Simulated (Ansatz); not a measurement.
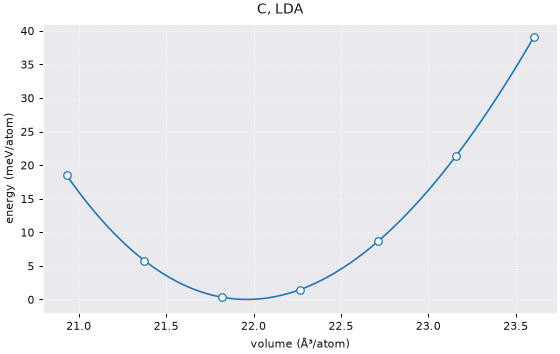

The figure shows the energy against volume for C, space group P6/mmm (No. 191).

Structure:
```cif
data_structure
_symmetry_space_group_name_H-M 'P 1'
_symmetry_Int_Tables_number 1
_cell_length_a 2.4562
_cell_length_b 2.4562
_cell_length_c 8.5238
_cell_angle_alpha 90.000
_cell_angle_beta 90.000
_cell_angle_gamma 120.000
_cell_volume 44.53
loop_
_atom_site_label
_atom_site_type_symbol
_atom_site_fract_x
_atom_site_fract_y
_atom_site_fract_z
_atom_site_occupancy
C1 C 0.66667 0.33333 0.00000 1
C2 C 0.33333 0.66667 0.00000 1
```

Computed with Ansatz 0.2.0: all-electron LAPW DFT, no spin polarisation; energies at scaled volumes of the given cell, shape and fractions fixed, counted from the fit's minimum, third-order Birch-Murnaghan fit. Level: LDA.

- k mesh: 12×12×3
- occupations: Fermi–Dirac
- smearing width: 0.05 eV
- potentials: all electron LAPW, scalar relativistic
- program settings: basis error eV/atom 0.001

From this curve and the settings, what does the calculation give for the pressure at the same points?

The pressure falls from 5.96 GPa at volume 20.93 Å³/atom to −7.22 GPa at 23.60 Å³/atom, and changes sign near 21.97 Å³/atom.

| volume (Å³/atom) | pressure (GPa) |
| --- | --- |
| 20.93 | 5.96 |
| 21.38 | 3.23 |
| 21.82 | 0.74 |
| 22.27 | −1.53 |
| 22.71 | −3.60 |
| 23.16 | −5.49 |
| 23.60 | −7.22 |

Note: shape and atomic fractions are frozen while scaling, which makes layered, chain and framework solids too stiff.
